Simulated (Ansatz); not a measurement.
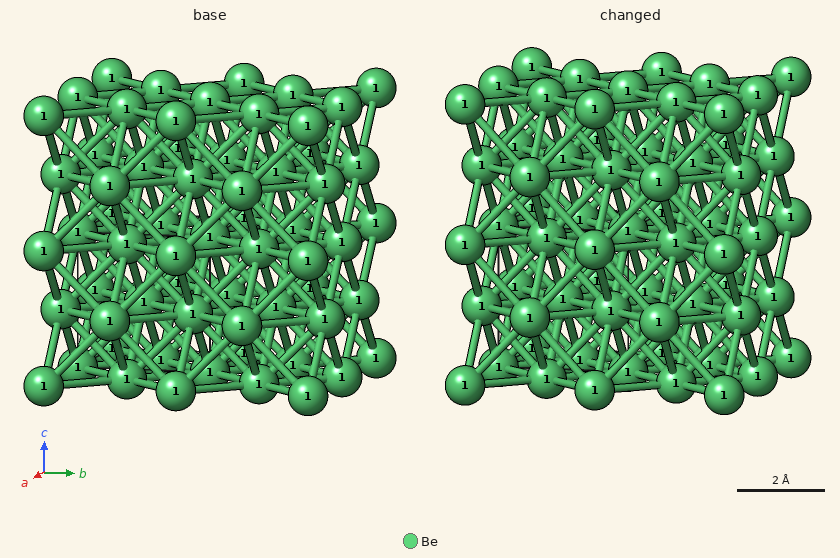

Left: solid Be (a generated structure, set up in Fm-3m). Right: the same structure after one change, at the same scale. Style: ball-and-stick. Shown: the conventional cell (4 times the calculation's cell), repeated 2 × 2 × 2 with one cell outlined, from a free direction. Lengths and directions refer to the drawn axes.

These are results of DFT, PBE, PAW with Ansatz's default frozen-core files, scalar-relativistic (Ansatz), not measurements. Set-up: plane-wave cutoff 420 eV; k-point mesh 20 × 20 × 20; occupations fermi dirac; smearing width 0.08 eV; no spin polarisation.

What distinguishes the right structure from the left one?

The cell is strained by +4.0 % along c and −1.9 % across it (volume 0.0 %), the atoms keeping their fractional coordinates. No relaxation follows.

How do the computed properties respond?

It costs 8.5 meV per atom. The pressure goes from 0.0 to 0.2 GPa. The principal stresses (compression positive) are −6.7 GPa along c and 3.7 GPa across it. All forces vanish by symmetry. Among the bonded contacts that change: Be–Be 2.233 → 2.190 to 2.257 Å. The space group (tolerance 0.01 Å) goes from Fm-3m (No. 225) to I4/mmm (No. 139).
